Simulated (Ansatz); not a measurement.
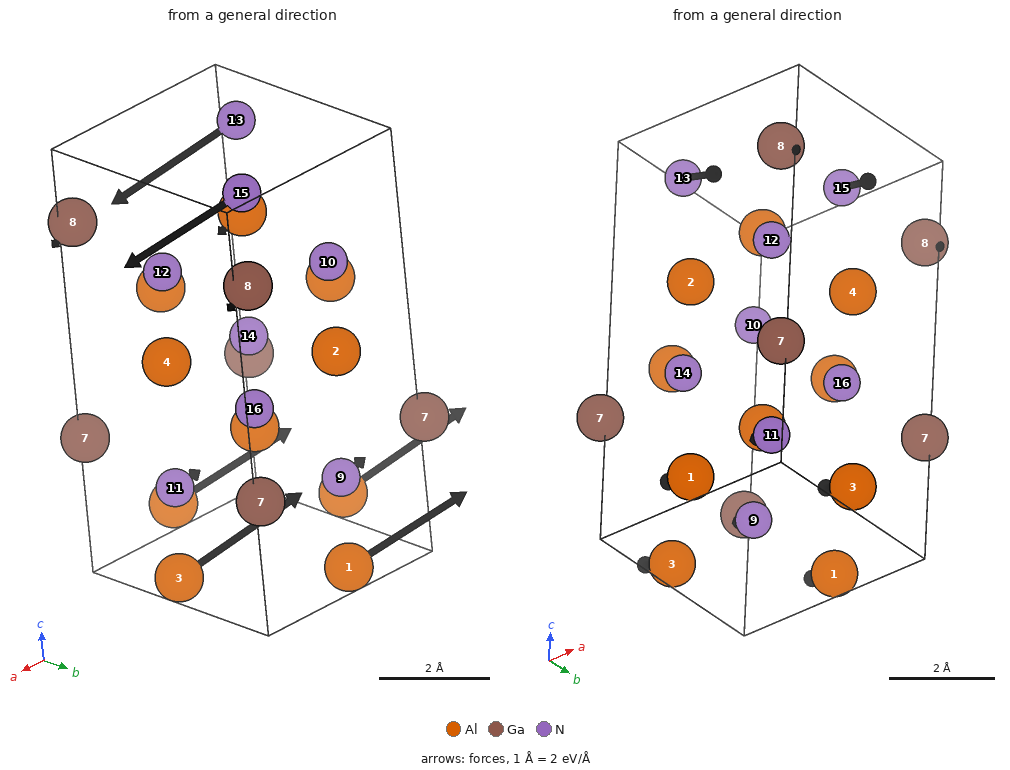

View from two general directions, drawn as a spheres-only model. The parallelepiped is the simulation cell. The arrows are the computed forces on the atoms.

System: Al₃GaN₄. The numbers come from Ansatz 0.2.0, DFT PBEsol, scalar-relativistic, plane waves, PAW, using a kinetic-energy cutoff of 420 eV, 5×5×3 k-mesh, Gaussian smearing of 0.05 eV, no spin polarisation.

Could this be the end point of a relaxation?

Answer. No. The atoms still feel forces of up to about 4.9 eV/Å, far above a usual threshold of 0.01 to 0.03 eV/Å.

Starting structure: a structure listed in the Materials Project. The cell was then strained or its atoms displaced on purpose. A calculation with Ansatz used it as input.
